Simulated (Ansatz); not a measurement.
Run report: NiGe$_{3}$, single-point calculation (part 3 of 3)

The same run, continued: NiGe$_{3}$ (Fm-3m, 4 atoms in the cell); DFT r2SCAN, scalar-relativistic, plane waves, PAW, spin-polarised (Ansatz 0.2.0); cutoff 500 eV, 12×12×12 k-mesh, Gaussian smearing of 0.1 eV, collinear spins. The structure was built on a prototype by a generator; it need not be a known phase. It belongs to a series of runs on one base structure; here: large parallel starting moments.

```
this state was not tested for a lower state beside it, because the mixer in use, unlike msr1, does not test its closes by its own steps (another_mixer; see scf.mixing.algorithm and scf.lower_state_search)
SCF converged after 30 iterations
Magnetization: 0.0000 μB (30.0000 up, 30.0000 down)
Absolute magnetization: 0.0001 μB (∫|ρ↑−ρ↓|, with the PAW one-centre terms)
Spin contamination: 0.0000 ħ² per cell (⟨S²⟩ above its minimum at these occupations)
Per-site moments (μB) at R_I (Å): [(-1.3860527555143023e-6, 1.126374547924408), (-1.386052755553342e-6, 1.1263745479244078), (1.846788708444763e-6, 1.1263745479244078), (4.323069549670847e-5, 1.126374547924408)]
Free energy (F): -18752.000668 eV
Harris-Foulkes:  -18752.000668 eV  (|F-HF|=8.22e-10)
Internal energy: -18751.989099 eV  (E = F + TS)
E sigma→0 (E₀):  -18751.994884 eV
Entropy (-TS):   -0.011569 eV (-2.892 meV/atom)
Fermi energy:    13.450573 eV
--- Per-component energies (eV) ---
  E_band       = -657.672568
  E_kinetic    = 617.010752
  E_local      = -10071.712225  (includes V_loc(G=0)·N_el)
  E_nonlocal   = 1901.377907
  E_hartree    = 4365.584846
  E_xc         = -285.831158
  E_vxc        = -321.294231  (∫ρ·V_xc dr)
  E_paw        = -7745.305270  (= ΣΔE_a)
  E_vpaw       = -1534.907934  (= ΣTr[D̂ρ^β])
  E_aug_tail   = 0.000278  (compensation charges beyond the density's cutoff)
  E_vtau       = 20.685365  (kinetic-family band-sum trace: ∫τ·v_τ [+ j·A + Jᵃ·Aᵃ] dr)
  E_ewald      = -7529.556864
  E_core_change = -3.557366  (= ΣΔE_core)
  E_smearing   = -0.011569  (= −TS)
  E_closure    = 0.000000  (closes the sum)
  Σ components = -18752.000668   (vs F -18752.000668, Δ=0.00e0)
--- Forces (eV/Å), atoms counted from 1 ---
  atom   1  Ge     0.00000000    -0.00000000     0.00000000
  atom   2  Ge    -0.00000000    -0.00000000     0.00000000
  atom   3  Ge     0.00000000    -0.00000000    -0.00000000
  atom   4  Ni    -0.00000000     0.00000000    -0.00000000
  max |Σ_I F_I| component: 2.78e-17 eV/Å
--- Stress (GPa, compression-positive) ---
        1.646828       0.000000       0.000000
        0.000000       1.646828       0.000000
        0.000000       0.000000       1.646828
  P = ⅓ Tr σ = 1.6468 GPa (16.468 kbar)
--- Band table (eV; the first three rows and the last of 144) ---
  k-point 0 ↑: bands = ["-93.0363", "-51.9863", "-51.9863", "-51.9863", "-12.2108", "-12.2108", "-12.2108", "-12.1938", "-12.1938", "-12.0135", "-12.0135", "-12.0135", "-11.9961", "-11.9961", "-11.9410", "-11.9410", "-11.9410", "-11.9277", "-11.9277", "-0.9097", "8.3122", "9.8615", "9.8615", "9.8615", "10.4460", "11.6352", "11.6352", "11.9267", "11.9267", "11.9267", "14.0672", "14.0672", "14.0672", "15.5213", "15.5213", "15.5213", "19.1400", "19.9159"]
  k-point 1 ↑: bands = ["-93.0362", "-51.9863", "-51.9863", "-51.9863", "-12.2117", "-12.2117", "-12.2111", "-12.1925", "-12.1925", "-12.0123", "-12.0123", "-12.0105", "-11.9953", "-11.9953", "-11.9437", "-11.9418", "-11.9418", "-11.9287", "-11.9287", "-0.8291", "7.8314", "9.6425", "9.8250", "9.8250", "10.4019", "11.3923", "11.3923", "12.2214", "12.2214", "12.5380", "14.0063", "14.0110", "14.0110", "15.4930", "15.4930", "15.6981", "19.6290", "20.2868"]
  k-point 2 ↑: bands = ["-93.0362", "-51.9863", "-51.9863", "-51.9863", "-12.2141", "-12.2141", "-12.2114", "-12.1891", "-12.1891", "-12.0090", "-12.0090", "-12.0027", "-11.9933", "-11.9933", "-11.9516", "-11.9445", "-11.9445", "-11.9314", "-11.9314", "-0.5883", "6.7812", "8.9315", "9.7161", "9.7161", "11.1417", "11.1812", "11.1812", "12.5104", "12.5626", "12.5626", "13.7471", "13.7471", "14.4919", "15.6750", "15.6750", "16.4325", "20.8481", "21.2505"]
  k-point 71 ↓: bands = ["-93.0362", "-51.9863", "-51.9863", "-51.9863", "-12.2270", "-12.2162", "-12.2162", "-12.1754", "-12.1668", "-12.0031", "-12.0015", "-12.0015", "-11.9914", "-11.9751", "-11.9591", "-11.9591", "-11.9494", "-11.9494", "-11.9281", "3.1791", "3.5810", "3.5810", "6.6244", "10.7836", "10.7836", "11.6566", "11.6618", "12.0443", "13.2657", "13.3345", "13.3345", "14.9241", "18.0344", "19.1309", "19.6656", "19.6656", "22.8867", "23.0169"]
--- Löwdin populations: 4 sites ---
  site symbol       q [e]    m [muB]
     0     Ge     14.1223    -0.0000
     1     Ge     14.1223    -0.0000
     2     Ge     14.0192     0.0000
     3     Ni     17.4709     0.0000
  spilling = 0.004423 (of n_electrons = 60.000000)
```

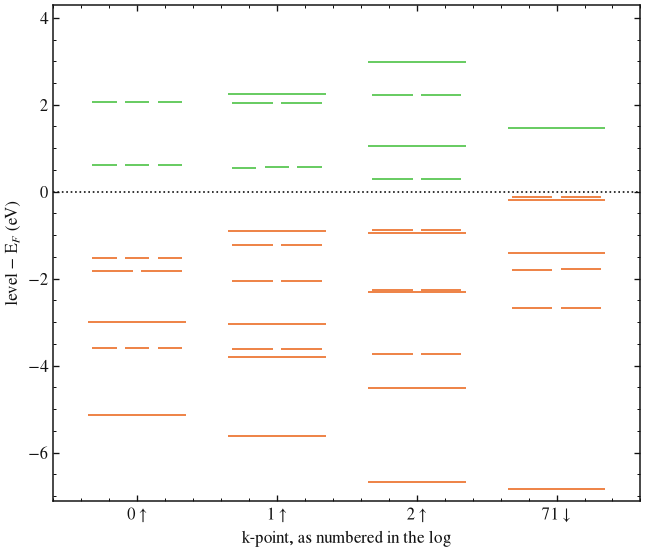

Figure 1. Kohn–Sham levels near the Fermi level (dotted) at the few k-points that the log prints; levels within 0.02 eV of each other stand side by side. The system is metallic on the full mesh.

This output came from the following input.

## The input
```yaml
crystal:
  lattice:
    - [0.0, 3.1530310228, 3.1530310228]
    - [3.1530310228, 0.0, 3.1530310228]
    - [3.1530310228, 3.1530310228, 0.0]
  atoms:
    - { symbol: Ge, position: [0.25, 0.25, 0.25] }
    - { symbol: Ge, position: [0.75, 0.75, 0.75] }
    - { symbol: Ge, position: [0.5, 0.5, 0.5] }
    - { symbol: Ni, position: [0.0, 0.0, 0.0], spin: 2.5 }
basis:
  ecutwfc: 500
kpoints:
  mp_grid: { grid: [12, 12, 12] }
hamiltonian:
  xc: r2scan
scf:
  occupations: { method: gaussian, width: 0.1 }
  lower_state_search: "off"
output:
  forces: true
  stress: true
  eigenvalues: true
  populations: true
magnetization:
  spin_polarized: true
```

Launch command:
```bash
ansatz run input.yaml --threads 1 --pin off --max-ram 2560MiB --backend cpu --events-out ev --progress --plain --runs-dir out
```

## Key numbers

```tsv
quantity	value
outcome	converged
space group (tolerance 0.01 Å)	Fm-3m (225)
electrons treated	60
free energy	−18752.0007 eV
Fermi energy	13.451 eV
gap on the k-point mesh	none (metallic)
net moment of the cell	0.00 μB
integrated absolute moment	0.00 μB
pressure	1.65 GPa
largest force (length of the vector)	under 0.001 eV/Å
hardware	1 thread of Arm Neoverse V1, 24 GiB of memory available, shared host
wall time	2.9 min
peak memory	0.77 GiB
```

## Remarks

The electronic state found may not be the lowest one. The program warns: some starting moments were not kept; the state was not tested for a lower one.
